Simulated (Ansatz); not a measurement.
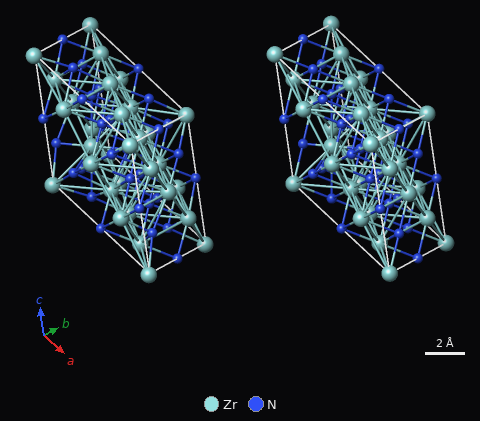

Two geometries of a defect cell of composition Zr₁₅N₁₆ (started half-way along a vacancy jump, in the symmetry of that start), drawn at one scale. One is the start of a relaxation, the other its converged end. A ball-and-stick model of the cell of the calculation (origin shifted), seen slightly off an axis.

Theory: DFT PBE, scalar-relativistic, plane waves, PAW in Ansatz 0.2.0. Settings: plane-wave cutoff 420 eV; k-point mesh 4 × 4 × 4; occupations gaussian; smearing width 0.1 eV; no spin polarisation; atoms relaxed in a fixed cell; force threshold 0.02 eV/Å; at most 60 steps.

Which of the two is the end point?

The left one is the relaxed one. After 5 geometry steps the energy has fallen by 6.768 eV per cell of the calculation. The largest force component goes from 13 to 0.0048 eV/Å. The largest moves, 0.38 Å, are those of N atoms. Largest moves by element: N 0.38 Å, Zr 0.09 Å. The cell doesn't change. Near-neighbour distances that change, for instance: N–Zr 1.624 → 2.007 Å, N–Zr 2.297 → 2.081 Å, Zr–Zr 3.249 → 3.369 Å, Zr–Zr 3.249 → 3.135 Å. Bond angles that change, for instance: Zr–N–Zr 90.0° → 107.8°, Zr–N–Zr 180.0° → 163.2°, Zr–N–Zr 135.0° → 126.1°.

Limits of the set-up: the periodic images lie only 8.0 Å apart, so the values are limited by the cell's size.
